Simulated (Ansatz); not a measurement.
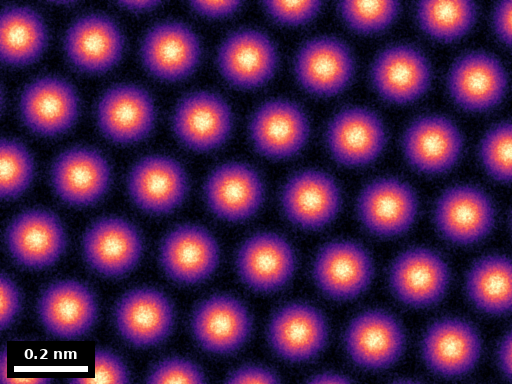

An image along [111] of one of the structures below (computed or model cells, partly hypothetical, each in its standard cell). Simulated as the projected potential of neutral atoms (B = 0.3 Å²) blurred by a 0.80 Å probe, the thin-sample limit of integrated differential phase contrast. Shot noise was added.

A. Al
Space group Pm-3m (No. 221). a = 2.788 Å, b = 2.788 Å, c = 2.788 Å, α = 90.00°, β = 90.00°, γ = 90.00°
| atom | site | symmetry | x | y | z |
| --- | --- | --- | --- | --- | --- |
| Al | 1a | m-3m | 0.0000 | 0.0000 | 0.0000 |

B. Ni
Space group P6/mmm (No. 191). a = 3.931 Å, b = 3.931 Å, c = 2.364 Å, α = 90.00°, β = 90.00°, γ = 120.00°
```json
{"atom": "Ni", "site": "1a", "symmetry": "6/mmm", "x": "0.0000", "y": "0.0000", "z": "0.0000"}
{"atom": "Ni", "site": "2d", "symmetry": "-6m2", "x": "0.3333", "y": "0.6667", "z": "0.5000"}
```

C. Ni
Space group P6_3/mmc (No. 194). a = 2.447 Å, b = 2.447 Å, c = 4.038 Å, α = 90.00°, β = 90.00°, γ = 120.00°
```tsv
atom	site	symmetry	x	y	z
Ni	2c	-6m2	0.3333	0.6667	0.2500
```

D. Ni
Space group Fd-3m:1 (No. 227). a = 5.161 Å, b = 5.161 Å, c = 5.161 Å, α = 90.00°, β = 90.00°, γ = 90.00°
```json
{"atom": "Ni", "site": "8b", "symmetry": "-43m", "x": "0.2500", "y": "0.2500", "z": "0.7500"}
```

Which structure was imaged?

D, Ni. Along [111] the projected cells are A 2.28 × 2.28 Å, 120°; B 2.03 × 3.55 Å, 107°; C 2.09 × 2.36 Å, 116°; D 2.11 × 2.11 Å, 120°. The image repeats as D does.

Structure D: the geometry relaxed with DFT, RPBE, plane waves (420 eV) with PAW, scalar-relativistic (Ansatz 0.2.0); the starting structure was generated, so it need not be a known form of this composition.
